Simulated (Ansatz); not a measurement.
**Geometry relaxation of TiC**

The run: geometry relaxation of TiC (Fm-3m, 6 atoms in the cell). Method and program: DFT r2SCAN, scalar-relativistic, plane waves, PAW, no spin polarisation (Ansatz 0.2.0).

The structure derives from a Materials Project entry. It belongs to a series of runs on one base structure; here: 0 of 3 Ti sites taken by Ir, cell and atoms relaxed. Figures and captions count atoms from 1; the log counts them from 0 in places.

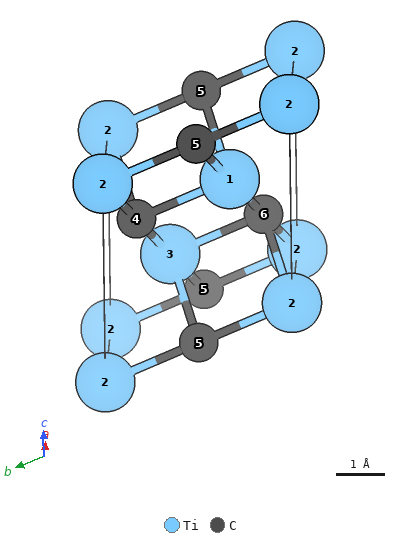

**Figure 1.** The structure as given in the input (ball-and-stick view of the cell of the calculation, seen at an oblique angle; atoms are numbered from 1 in the order of the input). An atom can appear more than once, as a periodic image.

Key numbers:

| quantity | value |
| --- | --- |
| outcome | converged |
| space group (tolerance 0.01 Å) | Fm-3m (225) |
| electrons treated | 48 |
| free energy | −8274.0479 eV |
| Fermi energy | 14.816 eV |
| gap on the k-point mesh | none (metallic) |
| pressure | −0.01 GPa |
| final volume | 60.80 Å³ |
| largest force (length of the vector) at the end | under 0.001 eV/Å |
| final cell | a = 3.060 Å, b = 4.328 Å, c = 5.300 Å, α = 114.09°, β = 106.78°, γ = 90.00° |
| hardware | 1 thread of Intel Xeon @ 2.50GHz (Skylake/Cascade Lake), 189 GiB of memory available, shared host |
| wall time | 3.4 min |
| peak memory | 0.89 GiB |

Input:
```yaml
crystal:
  lattice:
    - [0.0, 2.1639143153, -2.1639143153]
    - [-4.3278286307, 0.0, 0.0]
    - [2.1639143153, 2.1639143153, 4.3278286307]
  atoms:
    - { symbol: Ti, position: [0.3333333333, 0.3333333333, 0.6666666667] }
    - { symbol: Ti, position: [0.0, 0.0, 0.0] }
    - { symbol: Ti, position: [0.6666666667, 0.6666666667, 0.3333333333] }
    - { symbol: C, position: [0.3333333333, 0.8333333333, 0.6666666667] }
    - { symbol: C, position: [0.0, 0.5, 1.0] }
    - { symbol: C, position: [0.6666666667, 0.1666666667, 0.3333333333] }
basis:
  ecutwfc: 500
kpoints:
  mp_grid: { grid: [12, 12, 12] }
hamiltonian:
  xc: r2scan
scf:
  occupations: { method: gaussian, width: 0.1 }
output:
  forces: true
  stress: true
  eigenvalues: true
relax:
  adjacent_minimum: "off"
  f_tol: 0.015
  max_steps: 60
  cell: { stress_tol: 0.15 }
```

Command:
```bash
ansatz run input.yaml --threads 1 --pin off --max-ram 2560MiB --backend cpu --events-out ev --progress --plain --runs-dir out
```

The program's output:
```
Engine: ansatz 0.2.0, x86_64-unknown-linux-gnu
Pseudopotentials: kind: paw
Pseudopotential: Ti, paw, valence charge 12, recommended cutoff 500 eV (meta_gga), Ti.paw.azcp
Pseudopotential: C, paw, valence charge 4, recommended cutoff 500 eV (meta_gga), C.paw.azcp
Functional definition: r2SCAN
  parameter k0 = 0.174
  parameter k1 = 0.065
  parameter a1 = 4.9479
  exchange = r2scan_x(k0 = k0, k1 = k1, a1 = a1)
  correlation = r2scan_c
Crystal: 6 atoms, lattice volume = 60.795 Å³
Basis set: ecut = 500 eV, 1551 PW (Γ), exchange–correlation on 96×128×160 points (64 copies of the dense FFT grid, shifted against one another)
Bands: 30, of which v1, the nominal top of the filled ones, is band 24 counted from 1 (23 counted from 0)
Symmetry: 24 space group operations
Space group: Fm-3m (ITA 225), of the structure as read, at distance tolerance 3.9e-5 Å
k-points: 280 of 1728
Non-local potential: Ti, projectors of the file, l = 0: 3, l = 1: 2, l = 2: 3, l = 3: 1
Non-local potential: C, projectors of the file, l = 0: 2, l = 1: 2, l = 2: 1
PAW form: soft (Blöchl's): semilocal exchange-correlation on the pseudo side does not see the compensation charge
PAW frozen core: Ti, regenerated for the run's functional (the file was generated under x = pbe(κ = 0.804, μ = 0.2195149727645171), c = pbe(β = 0.06672455060314922))
PAW frozen core: C, regenerated for the run's functional (the file was generated under x = pbe(κ = 0.804, μ = 0.2195149727645171), c = pbe(β = 0.06672455060314922))
PAW one-centre angular grid: Ti, 590 points (default); XC on 160 Gauss nodes
PAW one-centre angular grid: C, 302 points (default); XC on 239 of its mesh's 2573 points in the sphere
Initial density: superposition of atomic densities (neutral atoms: chi_scale 0, normalization atom), corrected by the library's trained network
Initial wavefunctions: pseudopotential atomic-orbital guess
Functional: x = r2scan, c = r2scan; τ floored in thin density (d = 2e-4 eV/Å³)
SCF iter   1: F=—  HF=-8273.884569 eV  |F-HF|=—  |Δ(HF+E_count)|=         —  Δρ=1.86e-2  dr2=2.27e-1  dr2_τ=4.18e-1  ethr=1.77e-3  ⟨swp⟩=4.0  Hψ=33386  notcnv=0
preconditioner: auto → Kerker (q_TF=auto, 2.623 Å⁻¹)  [metal: Δε(μ)=0.024 eV  Ē_g=7.453 eV  σ=0.100 eV  W_gap=0.13  n_scr=18 (ndim 8)  ℏωp=23.3 eV  f_vac=0.000  D(μ)=0.75/eV (n_scr^D=2)]
SCF iter   2: F=—  HF=-8274.040025 eV  |F-HF|=—  |Δ(HF+E_count)|=   1.55e-1  Δρ=6.33e-3  dr2=1.02e-2  dr2_τ=5.14e-3  ethr=4.73e-4  ⟨swp⟩=2.9  Hψ=18428  notcnv=0  defer=408
SCF iter   3: F=—  HF=-8274.044891 eV  |F-HF|=—  |Δ(HF+E_count)|=   4.87e-3  Δρ=3.81e-3  dr2=3.70e-3  dr2_τ=2.85e-4  ethr=2.14e-5  ⟨swp⟩=1.2  Hψ=8312  notcnv=0  defer=408
SCF iter   4: F=—  HF=-8274.047704 eV  |F-HF|=—  |Δ(HF+E_count)|=   2.81e-3  Δρ=7.59e-4  dr2=3.51e-4  dr2_τ=1.37e-5  ethr=7.72e-6  ⟨swp⟩=2.4  Hψ=11259  notcnv=0  defer=408
SCF iter   5: F=—  HF=-8274.047862 eV  |F-HF|=—  |Δ(HF+E_count)|=   1.58e-4  Δρ=1.35e-4  dr2=7.97e-6  dr2_τ=2.21e-6  ethr=7.31e-7  ⟨swp⟩=2.0  Hψ=11358  notcnv=0  defer=408
SCF iter   6: F=—  HF=-8274.047856 eV  |F-HF|=—  |Δ(HF+E_count)|=   6.09e-6  Δρ=6.17e-5  dr2=2.54e-6  dr2_τ=7.13e-8  ethr=1.66e-8  ⟨swp⟩=2.0  Hψ=11127  notcnv=0  defer=408
SCF iter   7: F=-8274.047858 eV  HF=-8274.047858 eV  |F-HF|=6.19e-8  |Δ(HF+E_count)|=   1.61e-6  Δρ=7.80e-6  dr2=2.70e-8  dr2_τ=1.44e-9  ethr=2.08e-10  ⟨swp⟩=7.4  Hψ=38612  notcnv=0
SCF 1 converged in 7 iterations: F = -8274.047858 eV  dr2 = 2.70e-8
  greatest PAW one-centre occupation: 1.001 electrons in one spin orbital (limit 2), on the Ti atom at site 2 (counted from 0), in its partial waves of l = 1
relax step   1: F+E_penalty+E_count = -8274.04785780 eV  Δ(F+E_penalty+E_count) = +0.000e0 eV  max|allowed force component| = 2.967e-24 eV/Å  Δτ_max = 0.0000 Å  P = -0.008 GPa  Ω = 60.795 Å³  (7 SCF iters, dr2 threshold 1.00e-7 eV, accepted)
Initial density: handed on by an earlier stage of this run
Initial wavefunctions: pseudopotential atomic-orbital guess (no wavefunctions were taken with the density)
iter 1 solved again at ethr=1.55e-8 eV; its pass at ethr=3.10e-3 eV (dr2=7.42e-6 eV) is discarded
SCF iter   1: F=—  HF=-8274.047858 eV  |F-HF|=—  |Δ(HF+E_count)|=         —  Δρ=7.82e-6  dr2=2.71e-8  dr2_τ=1.45e-9  ethr=1.55e-8  ⟨swp⟩=3.5  Hψ=53098  notcnv=0
preconditioner: auto → Kerker (q_TF=auto, 2.623 Å⁻¹)  [metal: Δε(μ)=0.004 eV  Ē_g=7.267 eV  σ=0.100 eV  W_gap=0.02  n_scr=18 (ndim 8)  ℏωp=23.3 eV  f_vac=0.000  D(μ)=0.77/eV (n_scr^D=2)]
SCF iter   2: F=—  HF=-8274.047858 eV  |F-HF|=—  |Δ(HF+E_count)|=   2.52e-7  Δρ=5.55e-6  dr2=1.43e-8  dr2_τ=1.82e-10  ethr=5.64e-11  ⟨swp⟩=2.1  Hψ=11877  notcnv=0
SCF iter   3: F=—  HF=-8274.047858 eV  |F-HF|=—  |Δ(HF+E_count)|=   3.86e-8  Δρ=2.03e-6  dr2=2.46e-9  dr2_τ=4.22e-10  ethr=2.99e-11  ⟨swp⟩=2.0  Hψ=14305  notcnv=0
SCF iter   4: F=-8274.047858 eV  HF=-8274.047858 eV  |F-HF|=8.73e-11  |Δ(HF+E_count)|=  2.66e-10  Δρ=5.73e-7  dr2=5.69e-11  dr2_τ=1.68e-11  ethr=1.12e-12  ⟨swp⟩=3.1  Hψ=29377  notcnv=0
SCF 2 converged in 4 iterations: F = -8274.047858 eV  dr2 = 5.69e-11
relax step   2: F+E_penalty+E_count = -8274.04785782 eV  Δ(F+E_penalty+E_count) = -1.770e-8 eV  max|allowed force component| = 7.623e-24 eV/Å  Δτ_max = 0.0000 Å  P = -0.007 GPa  Ω = 60.795 Å³  stress off target by 1.22e-1 GPa  SCF on the basis re-selected at this cell (its energy is not comparable with the rows above)  (4 SCF iters)
```

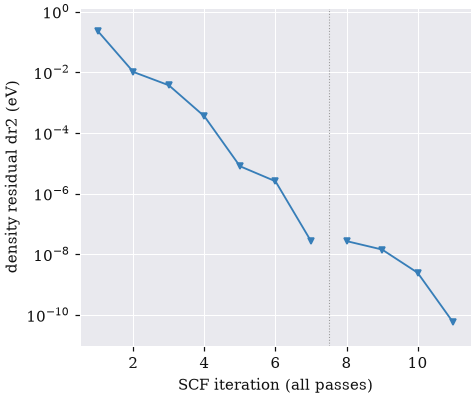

**Figure 2.** Convergence of the self-consistent field: density residual dr2 against the SCF iteration. The dotted lines part the SCF passes of the relaxation: geometry steps, rejected trials and re-solves on a re-selected basis. The passes take 7 and 4 iterations.

```
basis re-selected at this cell: Δ(F+E_penalty+E_count) = -1.770e-8 eV, ΔP = +0.000 GPa vs the last step (what re-selecting the basis moved, of the pressure what is left beyond the Pulay correction that the steps carried, after the strain that the cell walked since its last selection, with what the two solves' SCF thresholds leave and, on support functions, any second-order correction that the steps lacked; it is no measure of the basis error at this ecutwfc). This SCF's stress stands 1.22e-1 GPa from its target on what of the cell is left free (relax.cell.stress_tol is 1.50e-1 GPa) and its largest allowed force component is 7.62e-24 eV/Å (relax.f_tol is 1.50e-2 eV/Å): within both
SCF converged after 4 iterations
Free energy (F): -8274.047858 eV
Harris-Foulkes:  -8274.047858 eV  (|F-HF|=8.73e-11)
Internal energy: -8274.044016 eV  (E = F + TS)
E sigma→0 (E₀):  -8274.045937 eV
Entropy (-TS):   -0.003842 eV (-0.640 meV/atom)
Fermi energy:    14.815563 eV
--- Per-component energies (eV) ---
  E_band       = -375.710956
  E_kinetic    = 1089.041061
  E_local      = -2313.574018  (includes V_loc(G=0)·N_el)
  E_nonlocal   = 92.540924
  E_hartree    = 937.348968
  E_xc         = -427.187808
  E_vxc        = -602.577497  (∫ρ·V_xc dr)
  E_paw        = -3468.101352  (= ΣΔE_a)
  E_vpaw       = -553.289561  (= ΣTr[D̂ρ^β])
  E_aug_tail   = 0.000301  (compensation charges beyond the density's cutoff)
  E_vtau       = 37.449650  (kinetic-family band-sum trace: ∫τ·v_τ [+ j·A + Jᵃ·Aᵃ] dr)
  E_ewald      = -4183.277400
  E_core_change = -0.834693  (= ΣΔE_core)
  E_smearing   = -0.003842  (= −TS)
  E_closure    = 0.000000  (closes the sum)
  Σ components = -8274.047858   (vs F -8274.047858, Δ=0.00e0)
--- Forces (eV/Å), atoms counted from 1 ---
  atom   1  Ti     0.00000000     0.00000000    -0.00000000
  atom   2  Ti     0.00000000     0.00000000    -0.00000000
  atom   3  Ti     0.00000000     0.00000000    -0.00000000
  atom   4  C      0.00000000     0.00000000     0.00000000
  atom   5  C      0.00000000     0.00000000     0.00000000
  atom   6  C     -0.00000000    -0.00000000     0.00000000
  max |Σ_I F_I| component: 2.16e-23 eV/Å
--- Stress (GPa, compression-positive) ---
       -0.026010      -0.000000      -0.000000
       -0.000000       0.001860       0.120631
       -0.000000       0.120631       0.001860
  P = ⅓ Tr σ = -0.0074 GPa (-0.074 kbar)
--- Band table (eV; the first three rows and the last of 280) ---
  k-point 0: bands = ["-44.2036", "-44.1093", "-44.1093", "-19.5062", "-19.5062", "-19.4850", "-19.4850", "-19.2695", "-19.2695", "-19.1686", "-19.1685", "-19.1683", "1.5389", "4.6151", "4.6151", "10.3932", "10.3932", "11.3704", "11.3704", "12.3634", "12.3634", "15.6381", "15.6383", "15.6384", "16.4695", "16.4696", "16.4696", "16.5302", "16.5302", "17.2158"]
  k-point 1: bands = ["-44.2021", "-44.1139", "-44.1062", "-19.5293", "-19.5209", "-19.4735", "-19.4465", "-19.2882", "-19.2507", "-19.1783", "-19.1711", "-19.1687", "1.5874", "4.4768", "4.6581", "10.0809", "10.8717", "11.2658", "11.5163", "12.1368", "12.6847", "15.3819", "15.3981", "15.6430", "15.6612", "16.1785", "16.6696", "16.6821", "17.0535", "17.4130"]
  k-point 2: bands = ["-44.1977", "-44.1202", "-44.1044", "-19.5526", "-19.5389", "-19.4361", "-19.4067", "-19.3055", "-19.2327", "-19.2071", "-19.1790", "-19.1692", "1.7311", "4.2973", "4.5595", "9.9928", "11.1953", "11.4454", "11.7097", "12.0124", "13.0888", "14.7316", "14.8567", "14.9451", "15.7295", "16.1231", "16.2270", "17.0573", "17.4051", "17.5910"]
  k-point 279: bands = ["-44.1218", "-44.1218", "-44.1030", "-19.6476", "-19.6476", "-19.4788", "-19.4785", "-19.3503", "-19.2820", "-19.2820", "-19.2354", "-19.2354", "4.4631", "4.9318", "4.9318", "9.1585", "9.1585", "11.4730", "11.4733", "11.6362", "11.6362", "11.8633", "11.8783", "11.8783", "17.6846", "17.6846", "17.7796", "17.7796", "17.8761", "17.8761"]
--- Relaxed structure (1 steps of the walk, 1 accepted, 1 SCFs on fresh bases) ---
  F+E_penalty+E_count = -8274.04785782 eV   max|allowed force component| = 7.623e-24 eV/Å   (the final SCF, on the basis selected at the relaxed cell)
  cell:  # Å, volume = 60.7955 Å³
    - [-6.418889241668817e-23, 2.1639143153166667, -2.1639143152833333]
    - [-4.3278286307, -1.6666591923338532e-11, -1.6666591923466907e-11]
    - [2.163914315325, 2.163914315325, 4.327828630675]
  atoms:
    - { symbol: Ti, position: [0.33333333333333326, 0.33333333333333337, 0.6666666666666666] }
    - { symbol: Ti, position: [0.0, 0.0, 0.0] }
    - { symbol: Ti, position: [0.6666666666666665, 0.6666666666666666, 0.33333333333333326] }
    - { symbol: C, position: [0.3333333333333332, 0.8333333333333334, 0.6666666666666665] }
    - { symbol: C, position: [-1.1102230246251565e-16, 0.5, 1.0] }
    - { symbol: C, position: [0.6666666666666666, 0.16666666666666663, 0.33333333333333326] }
```

Trajectory as extended XYZ (Å, eV, eV/Å), 2 frames, from step=1 to step=2:
```
6
Lattice="0.0000 2.1639 -2.1639 -4.3278 0.0000 0.0000 2.1639 2.1639 4.3278" Properties=species:S:1:pos:R:3:forces:R:3 step=1 energy=-8274.04786 pressure_GPa=-0.01
Ti    0.0000    2.1639    2.1639    0.0000   0.0000   0.0000
Ti    0.0000    0.0000    0.0000    0.0000   0.0000   0.0000
Ti   -2.1639    2.1639    0.0000    0.0000   0.0000   0.0000
C    -2.1639    2.1639    2.1639    0.0000   0.0000   0.0000
C     0.0000    2.1639    4.3278    0.0000   0.0000   0.0000
C     0.0000    2.1639    0.0000    0.0000   0.0000   0.0000
6
Lattice="0.0000 2.1639 -2.1639 -4.3278 0.0000 0.0000 2.1639 2.1639 4.3278" Properties=species:S:1:pos:R:3:forces:R:3 step=2 energy=-8274.04786 pressure_GPa=-0.01
Ti    0.0000    2.1639    2.1639    0.0000   0.0000   0.0000
Ti    0.0000    0.0000    0.0000    0.0000   0.0000   0.0000
Ti   -2.1639    2.1639    0.0000    0.0000   0.0000   0.0000
C    -2.1639    2.1639    2.1639    0.0000   0.0000   0.0000
C     0.0000    2.1639    4.3278    0.0000   0.0000   0.0000
C     0.0000    2.1639    0.0000    0.0000   0.0000   0.0000
```

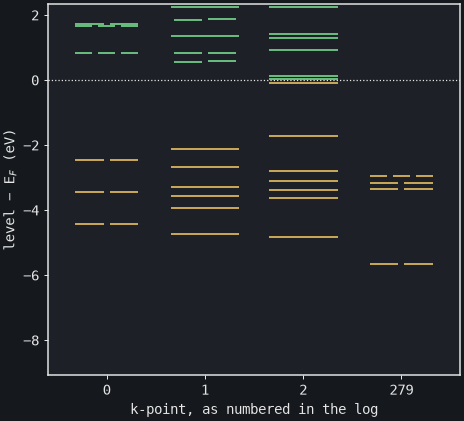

**Figure 3.** Kohn–Sham levels near the Fermi level (dotted) at the few k-points that the log prints; levels within 0.02 eV of each other stand side by side. The system is metallic on the full mesh.
